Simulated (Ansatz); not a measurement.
System: N.

Input

```
crystal:
  lattice:
    - [4.08406197, 0.0, 0.0]
    - [0.0, 4.08406197, 0.0]
    - [0.0, 0.0, 5.34591325]
  atoms:
    - { symbol: "N", position: [0.4042752, 0.5957248, 0.5] }
    - { symbol: "N", position: [0.0957248, 0.0957248, 0.0] }
    - { symbol: "N", position: [0.5957248, 0.4042752, 0.5] }
    - { symbol: "N", position: [0.9042752, 0.9042752, 0.0] }
hamiltonian:
  xc: pbesol
  pseudopotentials: { kind: paw }
kpoints:
  mp_grid: { grid: [7, 7, 5] }
scf:
  occupations: { method: gaussian, width: 0.02 }
output:
  forces: true
  stress: true
  eigenvalues: true
  write_density: true
  write_potential: true
  elf: true
  volumetric_format: npy
```

Run with:

```sh
ansatz run input.yaml --threads 2 --pin off --max-ram 5632MiB --backend cpu --events-out ev --progress --plain --runs-dir out
```

Below, planes, directions and counts refer to the conventional cell (a = 4.08 Å, b = 4.08 Å, c = 5.35 Å, α = 90.00°, β = 90.00°, γ = 90.00°).

Space group P4₂/mnm; a structure from a database of computed crystals, not necessarily the ambient phase; not relaxed (largest force 0.9 eV/Å).

Computed with Kohn-Sham DFT of a periodic cell, PBEsol, Ansatz PAW (Ansatz).

### What will maps of the valence pseudo-density and electron localisation function show?

N–N (1.11 Å): ρ at the midpoint is about 4.5 e/Å³; the ELF peaks at about 0.85 between the atoms (inside overlapping PAW spheres, so only a guide) (a multiple bond).

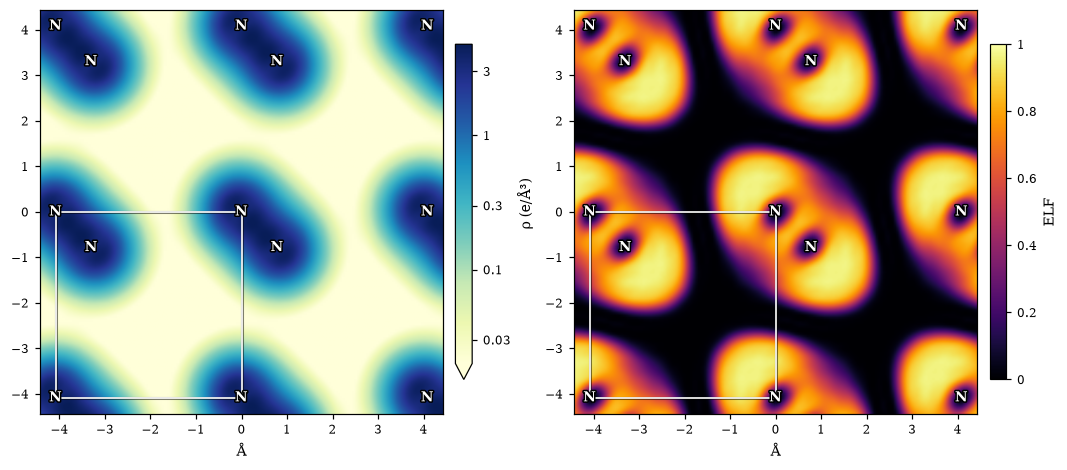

Computed valence pseudo-density and electron localisation function on the (001) plane of the conventional cell, in this order. 

In a PAW calculation such maps are meaningful between the atoms, not at the nuclei.
